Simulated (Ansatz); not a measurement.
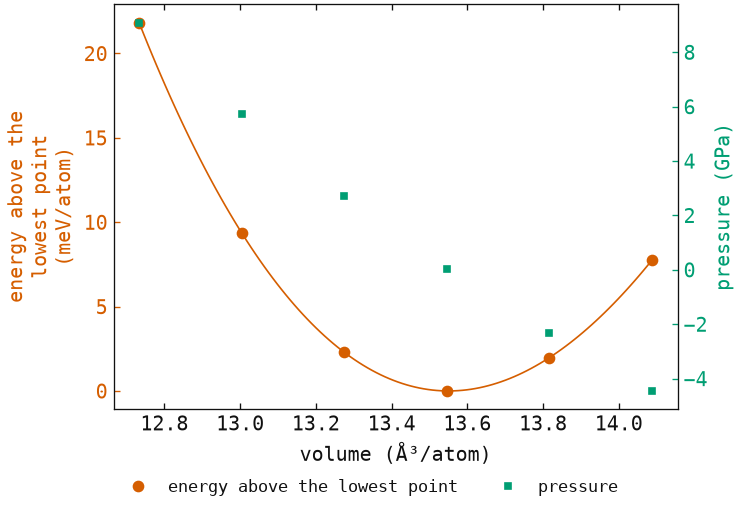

The figure shows the energy above the lowest point and pressure against volume for CdO, space group Fm-3m (No. 225) (one of a set of cubic test structures, which need not be the stable phase).

Method: equation of state of a cubic crystal from periodic Kohn-Sham density functional theory without spin, third-order Birch-Murnaghan fit to the free energies; pressure corrected for the finite basis (Ansatz 0.2.0 development build). Level: PBE.

- structure type: rock salt
- atoms in cell: 2
- space group number: 225
- lattice centring: face-centred primitive
- k mesh: 20×20×20
- occupation method: Fermi–Dirac
- occupation width: 0.06123 eV
- wave cutoff: 700 eV
- datasets: soft-1 PAW
- density tolerance: 1e−09 eV
- bands: 17
- density cutoff ratio: 4
- search for lower states: default

Q: What equilibrium volume and bulk modulus follow from the curve?

A: A third-order Birch–Murnaghan fit gives V0 = 13.55 Å³/atom, B0 = 126 GPa and B′ = 4.8.

Q: How does the pressure vary with volume?

A: It falls from 9.1 GPa at volume 12.73 Å³/atom to −4.5 GPa at 14.09 Å³/atom, and changes sign near 13.55 Å³/atom.
